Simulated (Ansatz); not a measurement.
HC24 (slab)

The calculation's input:

```
crystal:
  lattice:
    - [4.9299480855, 0.0, 0.0]
    - [-2.4649740427, 4.2694602813, 0.0]
    - [0.0, 0.0, 25.7441729792]
  atoms:
    - { symbol: C, position: [0.0, 0.0, 0.3301718026] }
    - { symbol: C, position: [0.0, 0.5, 0.3301718026] }
    - { symbol: C, position: [0.5, 0.0, 0.3301718026] }
    - { symbol: C, position: [0.5, 0.5, 0.3301718026] }
    - { symbol: C, position: [0.1666666667, 0.3333333333, 0.3301718026] }
    - { symbol: C, position: [0.1666666667, 0.8333333333, 0.3301718026] }
    - { symbol: C, position: [0.6666666667, 0.3333333333, 0.3301718026] }
    - { symbol: C, position: [0.6666666667, 0.8333333333, 0.3301718026] }
    - { symbol: C, position: [0.0, 0.0, 0.4611562585] }
    - { symbol: C, position: [0.0, 0.5, 0.4611562585] }
    - { symbol: C, position: [0.5, 0.0, 0.4611562585] }
    - { symbol: C, position: [0.5, 0.5, 0.4611562585] }
    - { symbol: C, position: [0.3333333333, 0.1666666667, 0.4611562585] }
    - { symbol: C, position: [0.3333333333, 0.6666666667, 0.4611562585] }
    - { symbol: C, position: [0.8333333333, 0.1666666667, 0.4611562585] }
    - { symbol: C, position: [0.8333333333, 0.6666666667, 0.4611562585] }
    - { symbol: C, position: [0.0, 0.0, 0.5921407144] }
    - { symbol: C, position: [0.0, 0.5, 0.5921407144] }
    - { symbol: C, position: [0.5, 0.0, 0.5921407144] }
    - { symbol: C, position: [0.5, 0.5, 0.5921407144] }
    - { symbol: C, position: [0.1666666667, 0.3333333333, 0.5921407144] }
    - { symbol: C, position: [0.1666666667, 0.8333333333, 0.5921407144] }
    - { symbol: C, position: [0.6666666667, 0.3333333333, 0.5921407144] }
    - { symbol: C, position: [0.6666666667, 0.8333333333, 0.5921407144] }
    - { symbol: H, position: [0.6666666667, 0.8333333333, 0.6340919552] }
basis:
  ecutwfc: 420
kpoints:
  mp_grid: { grid: [6, 6, 1] }
hamiltonian:
  xc: pbe
  dispersion: d3bj
scf:
  occupations: { method: gaussian, width: 0.1 }
output:
  forces: true
  eigenvalues: true
  write_density: true
  write_potential: true
  elf: true
  volumetric_format: npy
relax:
  adjacent_minimum: "off"
  f_tol: 0.03
  max_steps: 70
  constraints: [{ sites: [0, 1, 2, 3, 4, 5, 6, 7] }]
efield:
  axis: 3
  dipole_correction: true
```

Command:

```sh
ansatz run input.yaml --threads 2 --pin off --max-ram 5120MiB --backend cpu --events-out ev --progress --plain --runs-dir out
```

The fields are those of the run's last geometry, not of the input's.

Computed without spin polarisation.

Method: DFT PBE+D3(BJ), scalar-relativistic, plane waves, PAW (Ansatz).

Predict the valence pseudo-density and electron localisation function between the atoms.

C–H (1.13 Å): ρ is about 1.8 e/Å³ halfway; the ELF climbs to about 1 towards the hydrogen, as it does in any bond to H; a covalent bond by its length.
C–C (1.42 Å): ρ is about 2 e/Å³ halfway; the ELF peaks at about 0.95 between the atoms.
C–C (1.48 Å): ρ is about 1.8 e/Å³ halfway; the ELF peaks at about 0.95 between the atoms.

Does the calculation make it a metal, or give it a gap?

It is gapless in this calculation (a metal or semimetal).

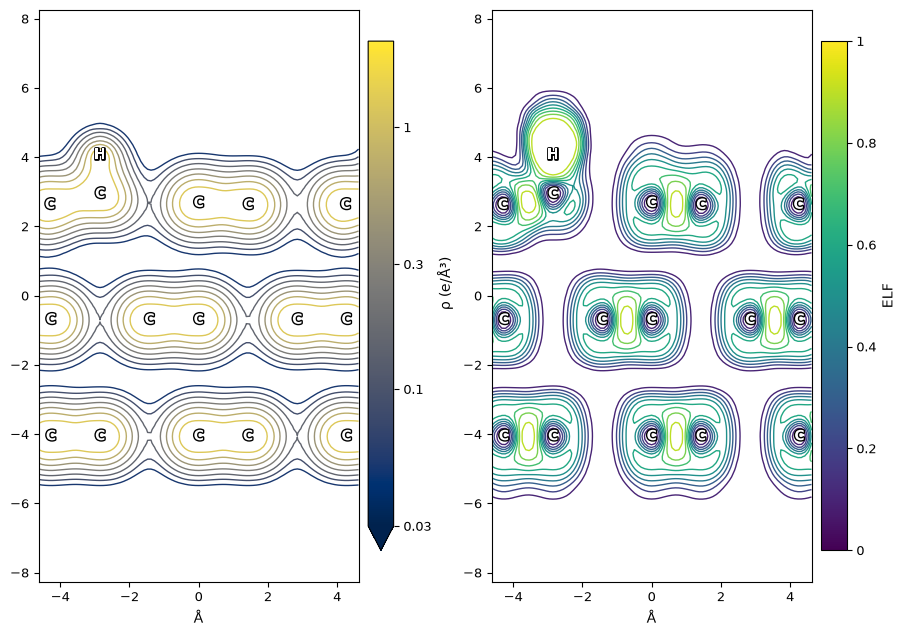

Computed valence pseudo-density and electron localisation function on the (110) plane of the calculation cell, a cut from vacuum to vacuum, in this order. 

The density is the valence pseudo-density of a PAW calculation; it isn't the true density close to the nuclei.
